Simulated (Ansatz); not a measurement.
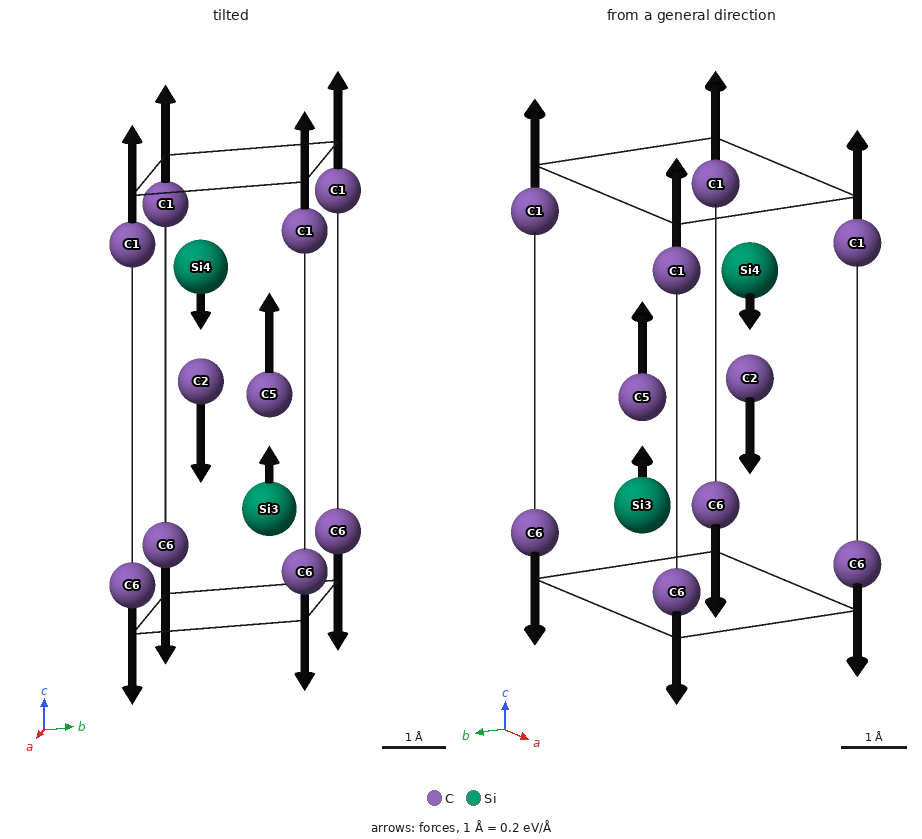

The structure above is drawn in spheres-only style and viewed slightly off an axis and from a general direction. One simulation cell is framed, with atoms on its boundary repeated. The arrows are the computed forces on the atoms.

System: SiC₂. The numbers come from Ansatz, DFT, PBE, plane waves, PAW, using a 420 eV plane-wave basis, k-mesh 12×12×4, Fermi-Dirac smearing of 0.02 eV, no spin polarisation.

Are the forces small enough to call this converged?

No. The atoms still feel forces of up to about 0.33 eV/Å, far above a usual threshold of 0.01 to 0.03 eV/Å.

On which atom is the force largest?

C1 and C6, about 0.33 eV/Å.

How large is the mean force on each element?

Mean magnitudes: about Si 0.13 eV/Å, C 0.3 eV/Å.

The structure comes from a structure type filled with these elements by a generator (whether the compound takes this form wasn't checked). Earlier steps of the study may have refined or changed the cell and positions. It was run through Ansatz as a DFT input.
